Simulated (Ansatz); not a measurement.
The calculation's input:

```
crystal:
  lattice:
    - [3.6421165648, 0.0, 0.0]
    - [0.0, 3.6421165648, 0.0]
    - [0.0, 0.0, 5.3148745732]
  atoms:
    - { symbol: Zr, position: [0.0, 0.0, 0.0] }
    - { symbol: Zr, position: [0.5, 0.5, 0.5] }
    - { symbol: O, position: [0.0, 0.5, 0.1923595862] }
    - { symbol: O, position: [0.0, 0.5, 0.6923595862] }
    - { symbol: O, position: [0.5, 0.0, 0.3076404138] }
    - { symbol: O, position: [0.5, 0.0, 0.8076404138] }
basis:
  ecutwfc: 500
  ecutrho_ratio: 4
kpoints:
  mp_grid: { grid: [6, 6, 4] }
hamiltonian:
  xc: r2scan
scf:
  occupations: { method: gaussian, width: 0.05 }
output:
  forces: true
  stress: true
  eigenvalues: true
  write_density: true
  write_potential: true
  elf: true
  volumetric_format: npy
relax:
  f_tol: 0.01
  max_steps: 40
  cell: { stress_tol: 0.1, fix: [volume] }
```

Command:

```sh
ansatz run input.yaml --threads 4 --pin off --max-ram 7168MiB --backend cpu --events-out ev --progress --plain --runs-dir out
```

Below, planes, directions and counts refer to the conventional cell (a = 3.63 Å, b = 3.63 Å, c = 5.34 Å, α = 90.00°, β = 90.00°, γ = 90.00°).

The fields are those of the run's last geometry, not of the input's.

Space group P4₂/nmc; started from the ZrO2 prototype; changed on purpose from its base cell (volume × 1.040); computed pressure about −6 GPa in this cell.

These are results of DFT r2SCAN, scalar-relativistic, plane waves, PAW (Ansatz), not measurements.

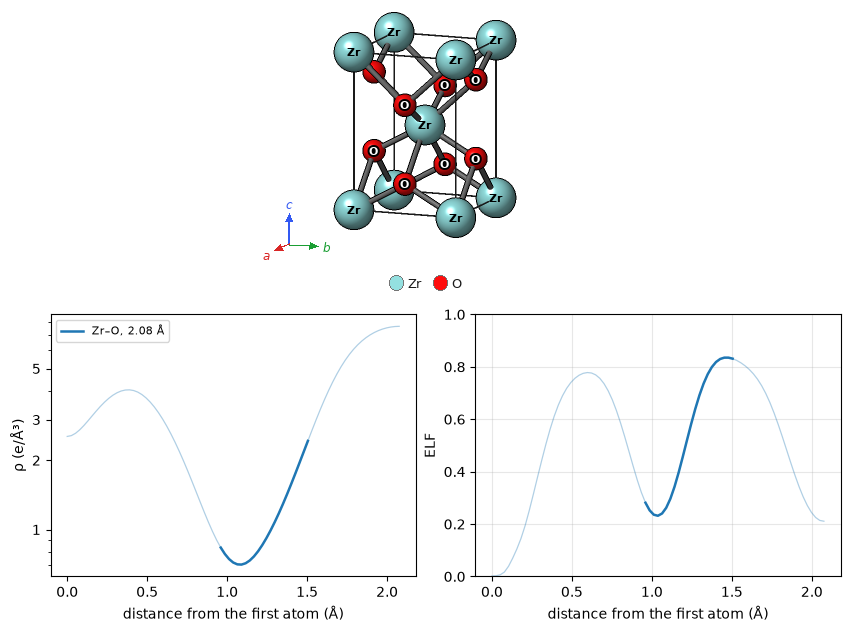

ZrO2. Valence electron density and electron localisation function along straight lines between neighbouring atoms. Thin, pale parts lie inside the atomic spheres. The structure is drawn too.

Core electrons are frozen (PAW), and the valence fields are smoothed inside the atomic spheres.

> What can be read from the curves?

Zr–O (2.08 Å): ρ is about 0.72 e/Å³ halfway; the ELF peaks at about 0.85 in the valence shell of O, 0.6 Å from its nucleus, and drops to about 0.25 between the two atoms (no shared electron pair shows on this line).
